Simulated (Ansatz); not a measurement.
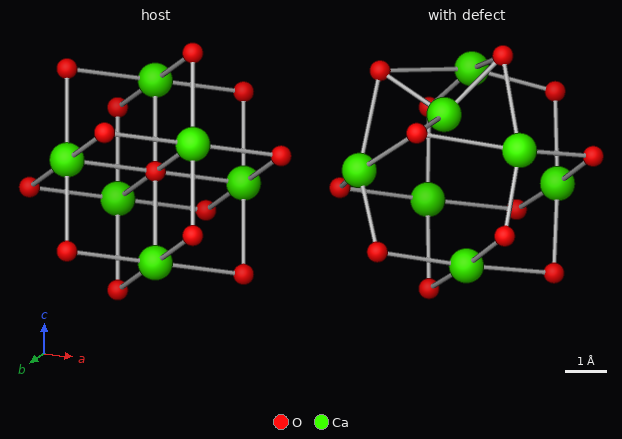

Left: perfect CaO. Right: the same region with one point defect, after relaxing the atoms in a supercell of 64 sites. The picture is a ball-and-stick view of the atoms within 3.8 Å of one point, seen from a free direction.

Level of theory: Ansatz, DFT, PBEsol, PAW, plane waves. Settings: plane-wave cutoff 420 eV; k-point mesh 1 × 1 × 1; mesh shifted by (0.25, 0.25, 0.25); collinear spin. Fermi-Dirac smearing of 0.01 eV. A uniform background neutralises the charged cell. The axes drawn are those of the host's conventional cell.

Question: Which defect is it?

Answer: An oxygen atom is replaced by calcium.

The charge state of the cell is +3.

Question: What does the relaxation do around it?

Answer: In the host the O atom has 6 Ca at 2.38 Å; the Ca atom ends with 3 O at 2.10 Å. Of the host's atoms, a calcium atom moves furthest from its site, by 0.54 Å. The Ca atom itself moves 1.80 Å from where it was put. The cell's net moment is 1.00 μB.

Limits of the set-up: the cell is charged, on a uniform background, and energies carry no finite-size correction.
